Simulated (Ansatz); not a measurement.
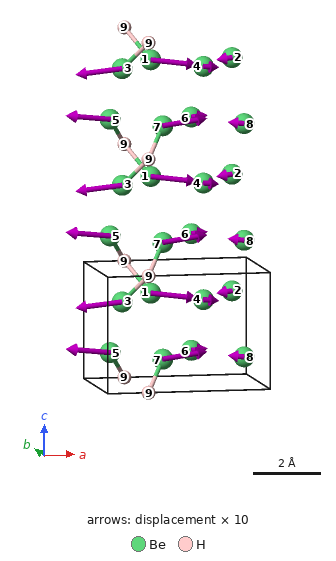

This is a relaxation of a crystal of Be8H (set up in P-42m) (coarse preliminary run). The starting structure is drawn; purple arrows show the displacements (the part carried along by the change of the cell is left out), 10 times their true length.

The picture is a ball-and-stick view of the cell of the calculation, repeated 1 × 1 × 3 with one cell outlined, seen slightly off an axis.

Case: 1 H put on empty site 1 of 2 host cells, relaxed.

Method: Ansatz 0.2.0, DFT PBE, scalar-relativistic, plane waves, PAW. Set-up: plane-wave cutoff 420 eV; k-point mesh 4 × 6 × 6; occupations gaussian; smearing width 0.1 eV; no spin polarisation; cell and atoms relaxed; force threshold 0.0325 eV/Å; at most 70 steps.

Q: Which element moves most?

A: Beryllium: up to 0.14 Å, against 0.00 Å for hydrogen.

Q: What happened in the run?

A: The largest moves relative to the cell, 0.14 Å, are those of Be1, Be3, Be5 and Be7. Be7 goes along [3 1 1]. H stays in place. The drawn cell changes as follows: a 4.993 → 6.543 Å (+31.0 %), b = c 3.539 → 3.251 Å (−8.1 %); the volume changes by +10.6 %. Near-neighbour distances that change, for instance: Be1–H9 1.398 → 1.515 Å. Bond angles that change, for instance: Be1–H9–Be7 127.0° → 101.5°, Be1–H9–Be3 101.5° → 113.6°. The space group stays P-42m (No. 111). The energy falls by 123 meV per atom in 11 accepted moves (14 points after the start). Largest force component: 0.85 eV/Å at the start, 0.0026 eV/Å at the end. Pressure: 12.09 GPa at the start and 0.02 GPa at the end. The line search rejected the trial step at point 8 of the run. At 2 points the geometry stayed and the basis and grid were re-selected for the new cell (energy shift of 3.9 meV per atom at most each time). Cost: 45 s on 2 threads of Arm Neoverse V2 (shared host), peak memory 0.33 GiB.
